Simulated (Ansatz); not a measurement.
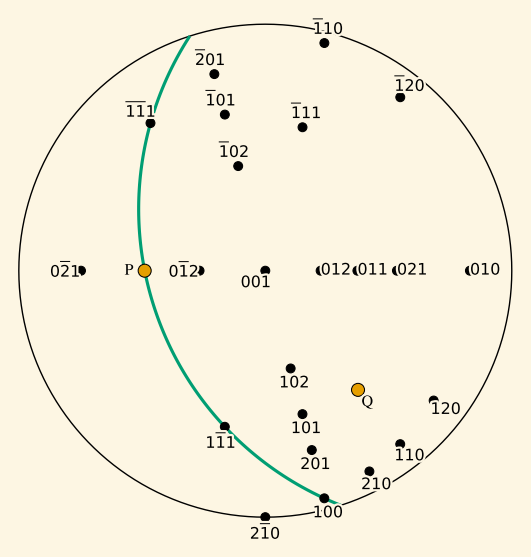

Stereographic projection of plane normals (upper hemisphere) centred on (0 0 1). Crystal: B, the geometry relaxed with DFT r2SCAN, scalar-relativistic, plane waves, PAW in Ansatz. Geometry calculated from the standardised cell; symmetry tolerance 0.002 Å.

a = 2.909 Å, b = 5.794 Å, c = 5.917 Å, α = 100.26°, β = 90.01°, γ = 104.53°.

> Index the poles marked P, Q.

P is (0 −1 1), 52.2° from the centre; Q is (1 1 1), 63.0° from the centre.

> Which zone does the coloured great circle trace?

The zone [0 1 1]: its poles satisfy k + l = 0.

> What is the angle between the normals of (1 1 1) and (1 2 0), and what are their d_hkl = 1/|g|?

23.1°; d = 2.045 Å and 1.757 Å.
